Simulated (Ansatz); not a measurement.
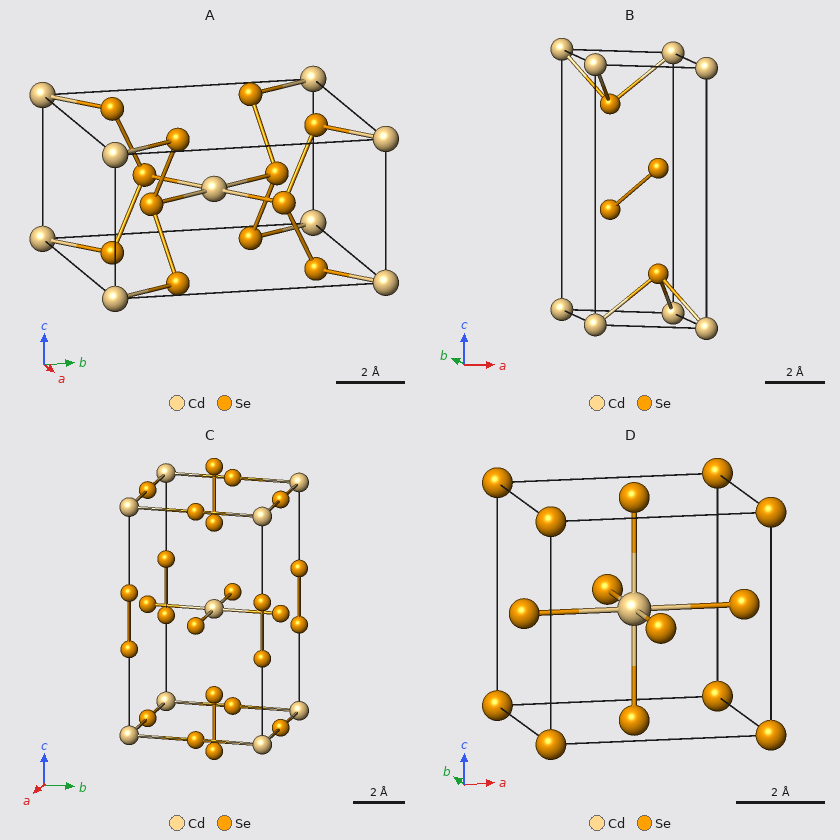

Four structures of CdSe$_{4}$, each relaxed to rest (conventional cells in solid outline, small ones repeated, each panel with its own scale). Method: DFT PBE, scalar-relativistic, plane waves, PAW in Ansatz, without spin polarisation.

Question: Name the structure in each panel.

Answer: A: 10 atoms a cell on a body-centred tetragonal lattice, I4/m; B: 5 atoms a cell on a primitive hexagonal lattice, P-3m1; C: 10 atoms a cell on a body-centred tetragonal lattice, I4/mmm; D: 5 atoms a cell on a primitive cubic lattice, Pm-3m.

Question: Rank them by energy, lowest first.

Answer: A, then B (+105 meV/atom), C (+236 meV/atom) and D (+801 meV/atom), energies at zero smearing.

Question: Collect the results in a table.

Answer:
| panel | structure | E − E(lowest) (meV/atom) | volume (Å³/atom) | gap (eV) |
| --- | --- | --- | --- | --- |
| A | I4/m | 0 | 30.3 | metal |
| B | P-3m1 | 105 | 23.5 | metal |
| C | I4/mmm | 236 | 28.3 | metal |
| D | Pm-3m | 801 | 27.7 | metal |

Some of these may be structure types tried for this composition rather than known phases, and the most stable form need not be among them. Gaps are taken on the k-mesh or band path of each run.
